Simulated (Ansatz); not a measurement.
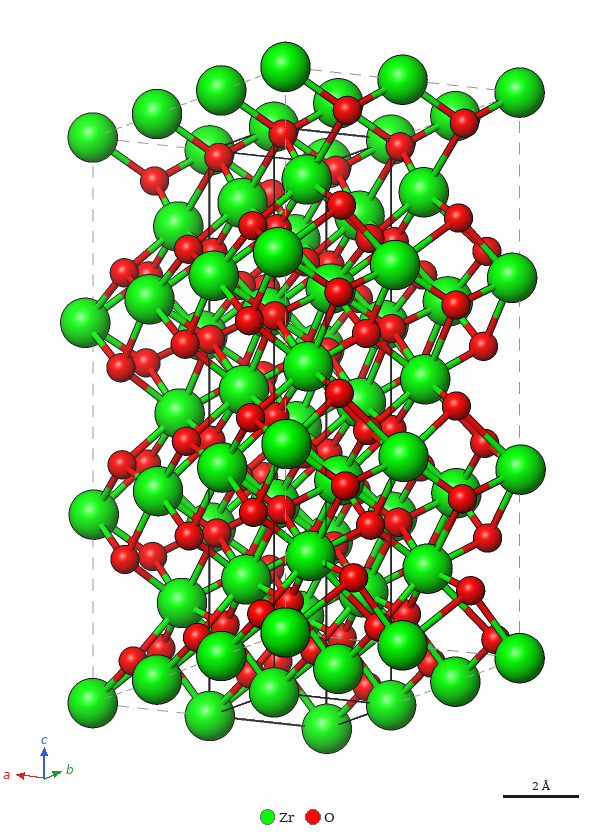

The figure gives a ball-and-stick picture of the atoms, viewed from a general direction. The unit cell (solid box) is repeated to 2×3×1 cells.

Zr6O11, a = 3.57 Å, b = 3.58 Å, c = 15.46 Å, α = 90.00°, β = 90.00°, γ = 90.00°.

Run with DFT PBEsol, scalar-relativistic, plane waves, PAW (Ansatz) and these settings: a cutoff energy of 420 eV, a 10×10×4 grid in reciprocal space, Fermi-Dirac smearing of 0.026 eV, no spin polarisation.

Question: What is the electronic character?

Answer: A semiconductor at this level, with a gap of 0.36 eV on the k-mesh (the true edges may lie between mesh points, so the gap can be somewhat smaller).

Question: What is the pressure at this volume?

Answer: The computed pressure is 3.7 GPa (compressed: it would expand).

Provenance: a structure listed in the Materials Project. The cell was then strained or its atoms displaced on purpose. Ansatz was used for an electronic-structure calculation on it.

At this level of theory the cell isn't at rest (forces up to 2.1 eV/Å), so its distances can differ from those at equilibrium, the more so the softer the solid.
